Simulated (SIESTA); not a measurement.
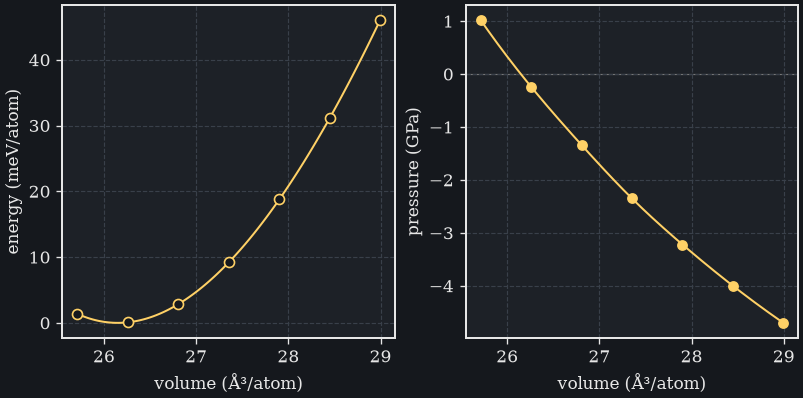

Calculation (SIESTA 5.4.2): DFT in numerical atomic orbitals with pseudopotentials, no spin polarisation; energies at scaled volumes of the given cell, shape and fractions fixed, counted from the fit's minimum, third-order Birch-Murnaghan fit. Level: LDA.

- k mesh: 10×10×10
- occupations: Fermi–Dirac
- smearing width: 0.05 eV
- potentials: PseudoDojo 0.4 standard, converted to PSML, two zetas on semicore shells
- program settings: basis DZP, mesh cutoff 500 Ry

Starting cell:
```xyz
1
Lattice="-2.0292 2.0292 1.6608 2.0292 -2.0292 1.6608 2.0292 2.0292 -1.6608" Properties=species:S:1:pos:R:3 pbc="T T T"
Sn    0.0000    0.0000    0.0000
```

**Figure.** Energy and pressure against volume for Sn, space group I4/mmm (No. 139).

A third-order Birch–Murnaghan fit gives V0 = 26.15 Å³/atom, B0 = 57.9 GPa and B′ = 4.7. The energy is 1.36 meV/atom at volume 25.71 Å³/atom and 46.03 meV/atom at 28.99 Å³/atom; the lowest computed point is at volume 26.26 Å³/atom (0.09 meV/atom), and no other minimum shows. The pressure falls from 1.02 GPa at volume 25.71 Å³/atom to −4.70 GPa at 28.99 Å³/atom, and changes sign near 26.16 Å³/atom.

Caveats: mulliken charges of long orbitals; shape and atomic fractions are frozen while scaling, which makes layered, chain and framework solids too stiff.
